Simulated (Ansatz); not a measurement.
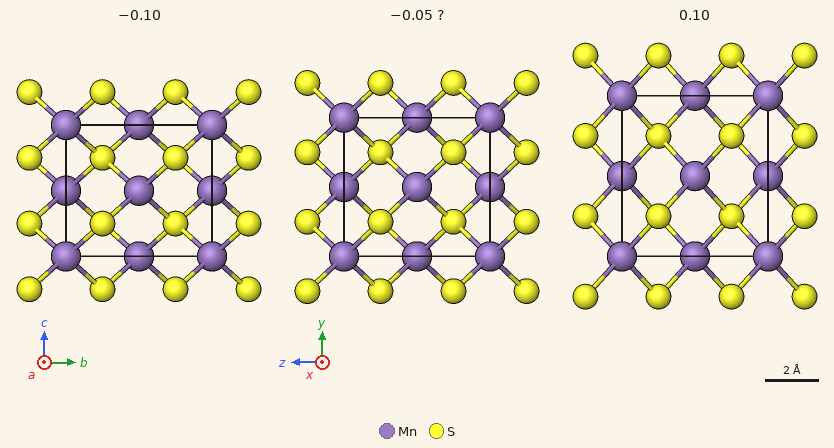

Energy scan for crystalline MnS (F-43m), in which the cell is strained along y alone, with the atoms kept at their fractional coordinates. x, y and z are the Cartesian axes of the input. Style: ball-and-stick. Shown: the conventional cell (4 times the calculation's cell), along the a axis. Lengths and directions refer to the drawn axes.

All numbers below come from Ansatz 0.2.0, DFT r2SCAN, scalar-relativistic, plane waves, PAW. (plane-wave cutoff 500 eV; k-point mesh 10 × 10 × 10; occupations gaussian; smearing width 0.05 eV; collinear spin). Energies (free energies at the smearing named) are counted from the cell as listed in its source, which wasn't relaxed.

| strain | E − E(ref) (meV/atom) |
| --- | --- |
| −0.1000 | 83.9 |
| −0.0750 | 51.6 |
| −0.0500 | ? |
| −0.0250 | 9.7 |
| 0.0000 | 0.0 |
| 0.0250 | −2.4 |
| 0.0500 | 2.1 |
| 0.0750 | 13.4 |
| 0.0875 | 21.5 |
| 0.1000 | 31.2 |

Question: Fill in the missing row.

Answer: A straight line between the two neighbours gives 30.7 meV/atom. A cubic through the four nearest rows (−0.1000, −0.0750, −0.0250, 0.0000) gives, with Lagrange weights, (−0.1667)(83.9) + (0.6667)(51.6) + (0.6667)(9.7) + (−0.1667)(0.0) = 26.9 meV/atom. The calculation gives 26.8 meV/atom, so the cubic is 0.1 meV/atom too high and the straight line 3.9 meV/atom too high, as the curve bends upwards here.

The whole profile:

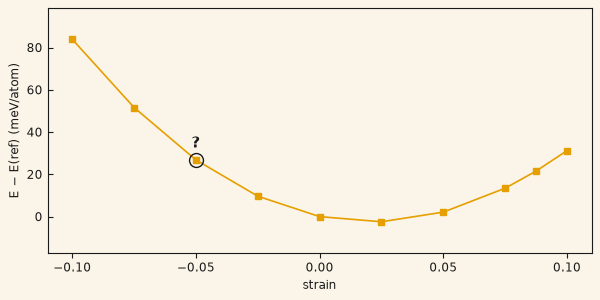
